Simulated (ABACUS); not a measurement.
## Energy of P along an even scaling of the cell

System: P (4 atoms in the cell).
Method: Kohn-Sham DFT of a periodic cell, PBEsol, PseudoDojo NC SR 0.4.1 PBEsol standard, no spin polarisation (ABACUS 3.10.1).

The 7 runs differ only in the geometry, by an even scaling of the cell at fixed fractional positions. The structure derives from a Materials Project entry.

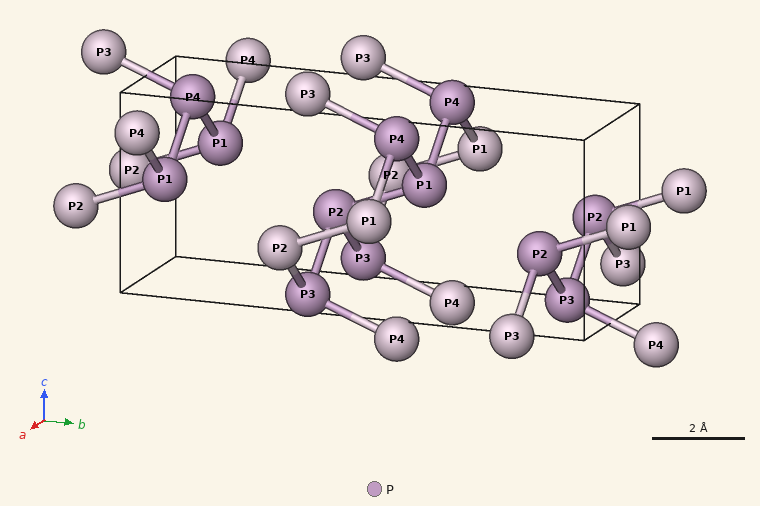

Figure 1. The structure of run 4 (ball-and-stick view of the cell 2 times as large as that of the calculation, set on its symmetry axes, seen slightly off an axis; neighbours outside the cell are drawn fainter; atoms are numbered from 1 in the order of the input). An atom can appear more than once, as a periodic image.

## The input of run 4
```
INPUT_PARAMETERS
suffix              P
calculation         scf
basis_type          pw
pseudo_dir          ./
symmetry            1
dft_functional      pbesol
ecutwfc             44
pseudo_rcut         7
nspin               1
nbands              14
ks_solver           dav
smearing_method     fd
smearing_sigma      0.00367493
scf_thr             1e-08
scf_nmax            100
mixing_type         broyden
mixing_beta         0.7
cal_force           1
cal_stress          1
kpar                4
```

## File STRU of run 4
```
ATOMIC_SPECIES
P 30.9738 P.upf

LATTICE_CONSTANT
1.8897261246

LATTICE_VECTORS
1.6477431241 -5.4650377251 0.0000000000
1.6477431241 5.4650377251 0.0000000000
0.0000000000 0.0000000000 4.5436355900

ATOMIC_POSITIONS
Direct

P
0.0
4
0.9041431300 0.0958568700 0.5888151700 1 1 1
0.0958568700 0.9041431300 0.4111848300 1 1 1
0.5958568700 0.4041431300 0.0888151700 1 1 1
0.4041431300 0.5958568700 0.9111848300 1 1 1
```

## File KPT of run 4
```
K_POINTS
0
Gamma
8 8 6 0 0 0
```

Command:
```bash
OMP_NUM_THREADS=1 mpirun -np 4 abacus > log
```

Run 6 differs from it as follows:
```diff
-1.6477431241 -5.4650377251 0.0000000000
-1.6477431241 5.4650377251 0.0000000000
-0.0000000000 0.0000000000 4.5436355900
+1.6694264413 -5.5369543634 0.0000000000
+1.6694264413 5.5369543634 0.0000000000
+0.0000000000 0.0000000000 4.6034271255
```

## Results, with one run withheld

| run | volume per atom (Å³) | free energy per atom, from the lowest run given (meV) | pressure (GPa) | gap on the mesh (eV) |
| --- | --- | --- | --- | --- |
| 1 | 19.230 | 13.95 | 4.56 | 0.05 |
| 2 | 19.639 | 4.81 | 2.63 | 0.04 |
| 3 | 20.049 | 0.31 | 0.91 | 0.02 |
| 4 | 20.458 | 0.00 | −0.64 | 0.01 |
| 5 | 20.867 | 3.44 | −2.03 | 0.04 |
| 6 | 21.276 | ? | ? | ? |
| 7 | 21.685 | 20.07 | −4.41 | 0.11 |

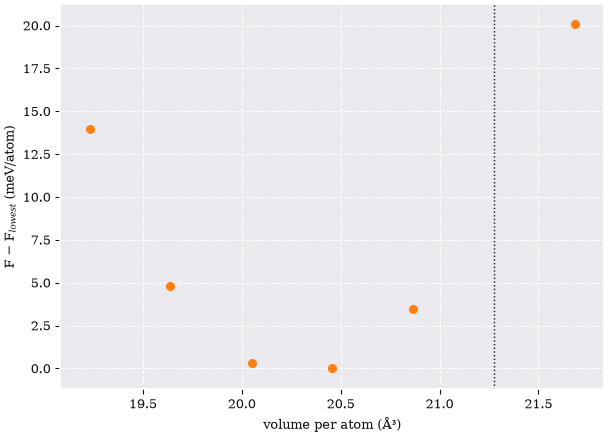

Figure 2. Free energy per atom of the runs given; the dotted line marks run 6.

What should run 6 give?

A cubic polynomial in V^(−2/3) (the Birch–Murnaghan form), fitted to the 6 runs given, misses them by under 0.01 meV per atom. With x = V^(−2/3) − 0.13440 Å⁻², it reads F = −0.34706 − 62.196 x + 5.9964e+05 x² + 7.3745e+05 x³ (meV per atom). At run 6 it gives 10.24 meV per atom, and the run itself gives 10.24. The slope of the fit gives a pressure −dF/dV of −3.28 GPa there, and the run prints −3.28 GPa. The fit has its minimum at 20.284 Å³ per atom, where V d²F/dV² gives 76.1 GPa. Cell shape and fractional positions are held, so this is the stiffness under even scaling; the relaxed bulk modulus wasn't computed. The gap on the mesh lies between 0.01 eV (run 4) and 0.11 eV (run 7); run 6 has 0.07 eV. These are gaps of this functional on this mesh, which can miss the band edges; they aren't the measured gap.

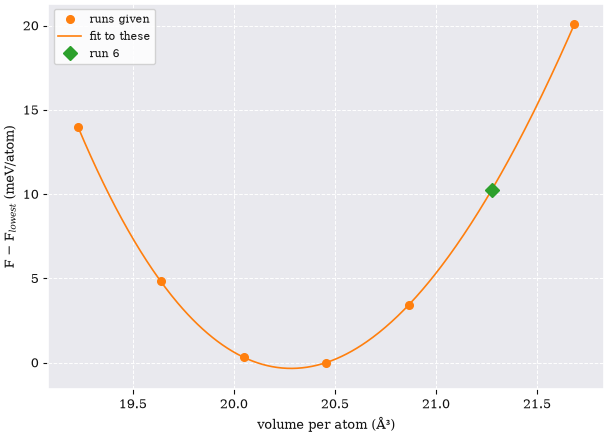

Figure 3. The fit and the withheld run.

## Some lines of the output (run 6)
```
[...]
                          Volume (Bohr^3) = 574.31
                             Volume (A^3) = 85.1038
 E_Fermi        0.4530903727         6.1646107777
 E_Fermi        0.4642918338         6.3170144750
 E_Fermi        0.4680599459         6.3682822692
 E_Fermi        0.4678405317         6.3652969867
 E_Fermi        0.4678808510         6.3658455581
 E_Fermi        0.4678688013         6.3656816145
 E_KS(sigma->0) -55.3597681269       -753.2082864844
 E_Fermi        0.4678774379         6.3657991208
 final etot is -753.20853895 eV
 EFERMI = 6.3657991208 eV
 TOTAL-PRESSURE: -32.831132 KBAR
 !FINAL_ETOT_IS -753.2085389504918567 eV
```
